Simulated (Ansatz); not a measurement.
**Two runs on Hf2N**

System: Hf2N (Pnnm, 6 atoms in the cell).
Method of run 1: DFT LDA, scalar-relativistic, plane waves, PAW, PAW set soft_1, no spin polarisation (Ansatz 0.2.0).

The structure derives from a Materials Project entry. Text and figures count atoms from 1; the logs count them from 0 in places.

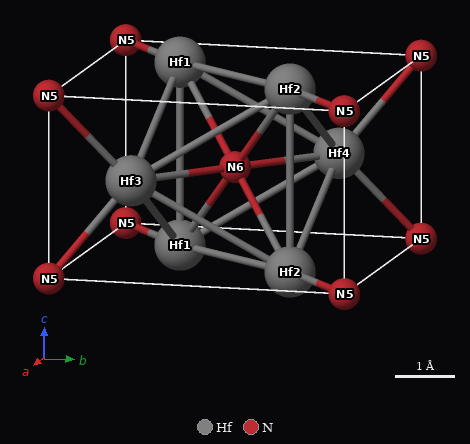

Fig. 1: The input geometry (ball-and-stick view of the cell of the calculation, seen slightly off an axis; atoms are numbered from 1 in the order of the input).

### Input, run 1
```yaml
crystal:
  lattice:
    - [5.0683330392, 0.0, 0.0]
    - [0.0, 5.2521585898, 0.0]
    - [0.0, 0.0, 3.2005839592]
  atoms:
    - { symbol: Hf, position: [0.3230029221, 0.2678039453, 0.0] }
    - { symbol: Hf, position: [0.6769970779, 0.7321960547, 0.0] }
    - { symbol: Hf, position: [0.8230029221, 0.2321960547, 0.5] }
    - { symbol: Hf, position: [0.1769970779, 0.7678039453, 0.5] }
    - { symbol: "N", position: [0.0, 0.0, 0.0] }
    - { symbol: "N", position: [0.5, 0.5, 0.5] }
basis:
  ecutwfc: 520.0
kpoints:
  mp_grid: { grid: [8, 8, 12] }
hamiltonian:
  xc: lda
  pseudopotentials: { kind: paw, azcp: { folder: soft_1 } }
scf:
  occupations: { method: gaussian, width: 0.15 }
output:
  forces: true
  stress: true
  eigenvalues: true
```

Command:
```bash
ansatz run input.yaml --threads 4 --pin off --max-ram 8192MiB --backend cpu --events-out ev --progress --plain --runs-dir out
```

Hardware: 4 threads of Arm Neoverse N1, 98 GiB of memory available, shared host.

### Output, shortened to warnings, some set-up lines, iterations and results (run 1)
```
Warning: [file] the record states the generating functional pbe (its physics header spells it `PBE`), which answers neither for hamiltonian.xc's functional nor for the lda family's — results may be inconsistent (PPs are generated against a specific XC)
Warning: [file] the record states the generating functional pbe (its physics header spells it `PBE`), which answers neither for hamiltonian.xc's functional nor for the lda family's — results may be inconsistent (PPs are generated against a specific XC)
Basis set: ecut = 520 eV, 2283 PW (Γ)
Symmetry: 8 space group operations
k-points: 175 of 768
Initial density: superposition of atomic densities (chi_scale 0.1, normalization cell, long waves kept (reshape's long-wave potential 0.00 eV rms))
[...]
SCF iter   1: F=—  HF=-62665.883050 eV  |F-HF|=—  |Δ(HF+E_count)|=         —  Δρ=3.83e-2  dr2=6.98e-1  ethr=3.10e-3  ⟨swp⟩=5.5  Hψ=37807  notcnv=0  defer=100
SCF iter   2: F=—  HF=-62665.813183 eV  |F-HF|=—  |Δ(HF+E_count)|=   6.99e-2  Δρ=2.10e-2  dr2=2.67e-1  ethr=6.13e-4  ⟨swp⟩=1.7  Hψ=14572  notcnv=0  defer=419
SCF iter   3: F=—  HF=-62665.792285 eV  |F-HF|=—  |Δ(HF+E_count)|=   2.09e-2  Δρ=5.32e-3  dr2=3.60e-2  ethr=2.34e-4  ⟨swp⟩=2.0  Hψ=19682  notcnv=0  defer=419
SCF iter   4: F=—  HF=-62665.764422 eV  |F-HF|=—  |Δ(HF+E_count)|=   2.79e-2  Δρ=3.47e-3  dr2=1.12e-2  ethr=3.16e-5  ⟨swp⟩=2.0  Hψ=21079  notcnv=0  defer=419
SCF iter   5: F=—  HF=-62665.761802 eV  |F-HF|=—  |Δ(HF+E_count)|=   2.62e-3  Δρ=1.46e-3  dr2=1.60e-3  ethr=9.81e-6  ⟨swp⟩=2.0  Hψ=17861  notcnv=0  defer=419
SCF iter   6: F=—  HF=-62665.761076 eV  |F-HF|=—  |Δ(HF+E_count)|=   7.26e-4  Δρ=3.41e-4  dr2=1.37e-4  ethr=1.41e-6  ⟨swp⟩=2.0  Hψ=18751  notcnv=0  defer=469
SCF iter   7: F=—  HF=-62665.761047 eV  |F-HF|=—  |Δ(HF+E_count)|=   2.86e-5  Δρ=1.10e-4  dr2=1.40e-5  ethr=1.20e-7  ⟨swp⟩=2.0  Hψ=21132  notcnv=0  defer=473
SCF iter   8: F=—  HF=-62665.761041 eV  |F-HF|=—  |Δ(HF+E_count)|=   5.76e-6  Δρ=3.36e-5  dr2=1.11e-6  ethr=1.23e-8  ⟨swp⟩=2.0  Hψ=20008  notcnv=0  defer=757
SCF iter   9: F=—  HF=-62665.761041 eV  |F-HF|=—  |Δ(HF+E_count)|=   1.66e-7  Δρ=8.61e-6  dr2=5.95e-8  ethr=8.77e-11  ⟨swp⟩=10.0  Hψ=65929  notcnv=0
SCF iter  10: F=-62665.761041 eV  HF=-62665.761041 eV  |F-HF|=5.70e-9  |Δ(HF+E_count)|=   5.87e-8  Δρ=3.37e-6  dr2=6.82e-9  ethr=5.22e-11  ⟨swp⟩=5.0  Hψ=43690  notcnv=0
SCF 1 converged in 10 iterations: F = -62665.761041 eV  dr2 = 6.82e-9
SCF converged after 10 iterations
Free energy (F): -62665.761041 eV
Harris-Foulkes:  -62665.761041 eV  (|F-HF|=5.70e-9)
Internal energy: -62665.733132 eV  (E = F + TS)
E sigma→0 (E₀):  -62665.747086 eV
Entropy (-TS):   -0.027909 eV (-4.652 meV/atom)
Fermi energy:    20.525737 eV
--- Per-component energies (eV) ---
  E_band       = 352.209304
  E_kinetic    = 1913.554649
  E_local      = -24095.428022  (includes V_loc(G=0)·N_el)
  E_nonlocal   = 368.843342
  E_hartree    = 11834.452280
  E_xc         = -1183.319763
  E_vxc        = -1180.493942  (∫ρ·V_xc dr)
  E_paw        = -30062.000415  (= ΣΔE_a)
  E_vpaw       = -323.171525  (= ΣTr[D̂ρ^β])
  E_aug_tail   = 0.000252  (compensation charges beyond the density's cutoff)
  E_ewald      = -21451.823893
  E_core_change = 9.988440  (= ΣΔE_core)
  E_smearing   = -0.027909  (= −TS)
  E_closure    = 0.000000  (closes the sum)
  Σ components = -62665.761041   (vs F -62665.761041, Δ=0.00e0)
--- Forces (eV/Å), atoms counted from 1 ---
  atom   1  Hf    -0.20636109     0.38929172     0.00000000
  atom   2  Hf     0.20636109    -0.38929172    -0.00000000
  atom   3  Hf    -0.20636109    -0.38929172    -0.00000000
  atom   4  Hf     0.20636109     0.38929172     0.00000000
  atom   5  N      0.00000000     0.00000000     0.00000000
  atom   6  N      0.00000000     0.00000000     0.00000000
  max |Σ_I F_I| component: 5.55e-17 eV/Å
--- Stress (GPa, compression-positive) ---
       19.840490      -0.000000       0.000000
       -0.000000       0.521148       0.000000
        0.000000       0.000000       2.204182
  P = ⅓ Tr σ = 7.5219 GPa (75.219 kbar)
```

The input of run 2 differs as follows (lines with − go, lines with + come):
```diff
-    - [5.0683330392, 0.0, 0.0]
+    - [4.8845074885, 0.0, 0.0]
```

How does run 2 compare with run 1?

With the same functional and potentials, run 2 lies 89.7 meV per atom higher. The pressure goes from 7.52 to 17.56 GPa. The largest force goes from 0.441 to 0.608 eV/Å. The volume per atom goes from 14.20 to 13.68 Å³. The number of SCF iterations is the same. The plane waves at Γ go from 2283 to 2207.

### Output, shortened to warnings, some set-up lines, iterations and results (run 2)
```
Warning: [file] the record states the generating functional pbe (its physics header spells it `PBE`), which answers neither for hamiltonian.xc's functional nor for the lda family's — results may be inconsistent (PPs are generated against a specific XC)
Warning: [file] the record states the generating functional pbe (its physics header spells it `PBE`), which answers neither for hamiltonian.xc's functional nor for the lda family's — results may be inconsistent (PPs are generated against a specific XC)
Basis set: ecut = 520 eV, 2207 PW (Γ)
Symmetry: 8 space group operations
k-points: 175 of 768
Initial density: superposition of atomic densities (chi_scale 0.1, normalization cell, long waves kept (reshape's long-wave potential 0.00 eV rms))
[...]
SCF iter   1: F=—  HF=-62665.325598 eV  |F-HF|=—  |Δ(HF+E_count)|=         —  Δρ=3.79e-2  dr2=5.98e-1  ethr=3.10e-3  ⟨swp⟩=5.4  Hψ=37926  notcnv=0  defer=90
SCF iter   2: F=—  HF=-62665.268293 eV  |F-HF|=—  |Δ(HF+E_count)|=   5.73e-2  Δρ=2.13e-2  dr2=2.39e-1  ethr=5.24e-4  ⟨swp⟩=1.6  Hψ=15028  notcnv=0  defer=401
SCF iter   3: F=—  HF=-62665.258539 eV  |F-HF|=—  |Δ(HF+E_count)|=   9.75e-3  Δρ=5.04e-3  dr2=2.82e-2  ethr=2.09e-4  ⟨swp⟩=2.0  Hψ=20040  notcnv=0  defer=401
SCF iter   4: F=—  HF=-62665.225822 eV  |F-HF|=—  |Δ(HF+E_count)|=   3.27e-2  Δρ=3.52e-3  dr2=9.69e-3  ethr=2.47e-5  ⟨swp⟩=2.0  Hψ=21071  notcnv=0  defer=401
SCF iter   5: F=—  HF=-62665.223199 eV  |F-HF|=—  |Δ(HF+E_count)|=   2.62e-3  Δρ=1.24e-3  dr2=9.37e-4  ethr=8.50e-6  ⟨swp⟩=2.0  Hψ=12806  notcnv=0  defer=401
SCF iter   6: F=—  HF=-62665.222964 eV  |F-HF|=—  |Δ(HF+E_count)|=   2.34e-4  Δρ=3.26e-4  dr2=1.22e-4  ethr=8.22e-7  ⟨swp⟩=2.0  Hψ=19960  notcnv=0  defer=409
SCF iter   7: F=—  HF=-62665.222942 eV  |F-HF|=—  |Δ(HF+E_count)|=   2.23e-5  Δρ=1.49e-4  dr2=1.87e-5  ethr=1.07e-7  ⟨swp⟩=2.0  Hψ=21082  notcnv=0  defer=409
SCF iter   8: F=—  HF=-62665.222934 eV  |F-HF|=—  |Δ(HF+E_count)|=   7.81e-6  Δρ=3.12e-5  dr2=8.70e-7  ethr=1.64e-8  ⟨swp⟩=2.0  Hψ=21296  notcnv=0  defer=655
SCF iter   9: F=—  HF=-62665.222934 eV  |F-HF|=—  |Δ(HF+E_count)|=   7.08e-8  Δρ=8.80e-6  dr2=6.34e-8  ethr=8.77e-11  ⟨swp⟩=9.6  Hψ=65702  notcnv=0
SCF iter  10: F=-62665.222934 eV  HF=-62665.222934 eV  |F-HF|=2.23e-9  |Δ(HF+E_count)|=   8.35e-8  Δρ=2.60e-6  dr2=4.03e-9  ethr=5.57e-11  ⟨swp⟩=5.0  Hψ=47566  notcnv=0
SCF 1 converged in 10 iterations: F = -62665.222934 eV  dr2 = 4.03e-9
SCF converged after 10 iterations
Free energy (F): -62665.222934 eV
Harris-Foulkes:  -62665.222934 eV  (|F-HF|=2.23e-9)
Internal energy: -62665.193354 eV  (E = F + TS)
E sigma→0 (E₀):  -62665.208144 eV
Entropy (-TS):   -0.029580 eV (-4.930 meV/atom)
Fermi energy:    21.379701 eV
--- Per-component energies (eV) ---
  E_band       = 454.772949
  E_kinetic    = 1924.677673
  E_local      = -23692.771560  (includes V_loc(G=0)·N_el)
  E_nonlocal   = 369.637969
  E_hartree    = 11683.436676
  E_xc         = -1186.923512
  E_vxc        = -1185.141875  (∫ρ·V_xc dr)
  E_paw        = -30064.540792  (= ΣΔE_a)
  E_vpaw       = -328.502206  (= ΣTr[D̂ρ^β])
  E_aug_tail   = 0.000228  (compensation charges beyond the density's cutoff)
  E_ewald      = -21708.698476
  E_core_change = 9.988440  (= ΣΔE_core)
  E_smearing   = -0.029580  (= −TS)
  E_closure    = 0.000000  (closes the sum)
  Σ components = -62665.222934   (vs F -62665.222934, Δ=0.00e0)
--- Forces (eV/Å), atoms counted from 1 ---
  atom   1  Hf    -0.25446824     0.55174634     0.00000000
  atom   2  Hf     0.25446824    -0.55174634     0.00000000
  atom   3  Hf    -0.25446824    -0.55174634     0.00000000
  atom   4  Hf     0.25446824     0.55174634     0.00000000
  atom   5  N      0.00000000     0.00000000     0.00000000
  atom   6  N      0.00000000     0.00000000     0.00000000
  max |Σ_I F_I| component: 2.37e-30 eV/Å
--- Stress (GPa, compression-positive) ---
       36.273578       0.000000       0.000000
        0.000000       8.344846       0.000000
        0.000000       0.000000       8.068339
  P = ⅓ Tr σ = 17.5623 GPa (175.623 kbar)
```

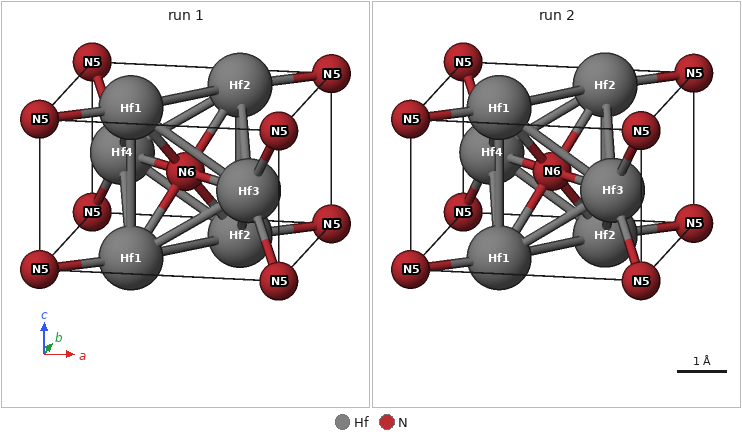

Fig. 2: The two input geometries at one scale (ball-and-stick view of the cell of the calculation, seen slightly off an axis). The atoms keep their places relative to the cell (all moves are under 0.005 Å). The volume changes by −3.6 %, with a 5.068 → 4.885 Å (−3.6 %), b stays at 5.252 Å, c stays at 3.201 Å. Among the contacts that change: Hf1–Hf3 3.003 → 2.926 Å, Hf1–N5 2.158 → 2.114 Å, Hf1–Hf2 3.028 → 2.990 Å, Hf1–N6 2.203 → 2.190 Å.

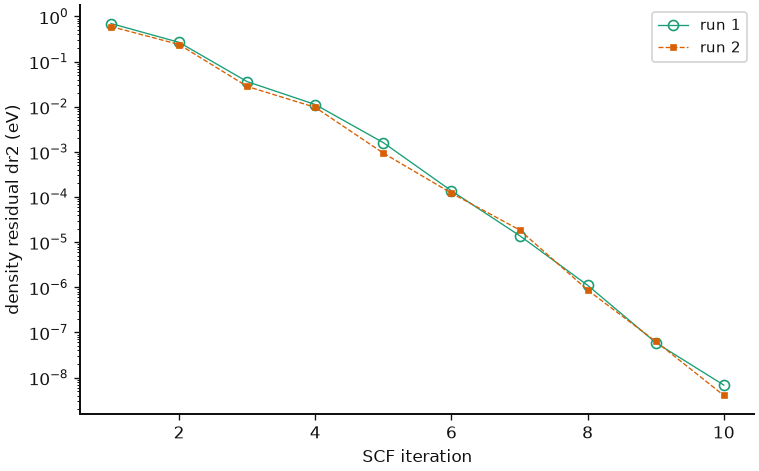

Fig. 3: Convergence of the two runs: density residual dr2 against the SCF iteration. Run 1 takes 10 iterations in all, and run 2 takes 10.

### The two runs side by side

```csv
quantity,run 1,run 2
outcome,converged,converged
free energy per atom (eV),−10444.2935,−10444.2038
"energy per atom, smearing taken to zero (eV)",−10444.2912,−10444.2014
gap on the mesh (eV),0.00,0.00
pressure (GPa),7.52,17.56
volume per atom (Å³),14.20,13.68
largest force (eV/Å),0.441,0.608
SCF iterations,10,10
irreducible k-points,175,175
plane waves at Γ,2283,2207
wall time (shared host),49 s,47 s
```

For both runs: Warnings: the PAW datasets were made with another functional. Spin–orbit coupling is left out, which matters for Hf.
